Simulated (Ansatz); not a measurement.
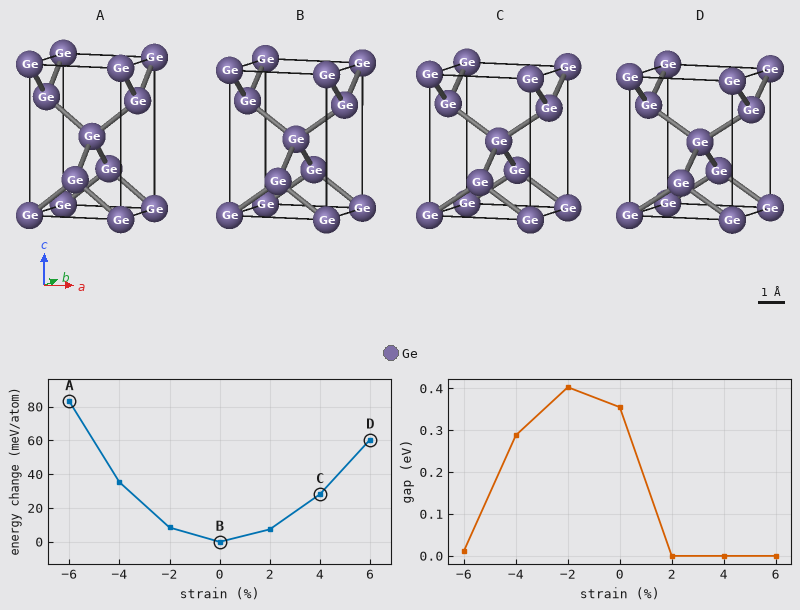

Members of a series of calculations on crystalline Ge (set up in Fd-3m), marked on the first curve. A ball-and-stick model of the cell of the calculation, seen slightly off an axis.

Computed with DFT r2SCAN, scalar-relativistic, plane waves, PAW (Ansatz). Settings: plane-wave cutoff 500 eV; k-point mesh 10 × 10 × 6; occupations gaussian; smearing width 0.02 eV; no spin polarisation.

Question: Describe the series.

Answer: Biaxial strain in the a–b plane, c and atoms relaxed. A (strain −6.0 %): energy change 83.2 meV/atom, volume 21.02 Å³ per atom, gap 0.01 eV. B (strain 0.0 %): energy change 0.0 meV/atom, volume 22.84 Å³ per atom, gap 0.36 eV. C (strain 4.0 %): energy change 28.2 meV/atom, volume 24.02 Å³ per atom, gap 0.00 eV. D (strain 6.0 %): energy change 60.5 meV/atom, volume 24.56 Å³ per atom, gap 0.00 eV. The rest compares A with D. The drawn cell changes as follows: a = b 3.772 → 4.253 Å (+12.8 %), c 5.911 → 5.430 Å (−8.1 %); the volume changes by +16.8 %. Near-neighbour distances before and after: Ge–Ge 2.396 → 2.523 Å.
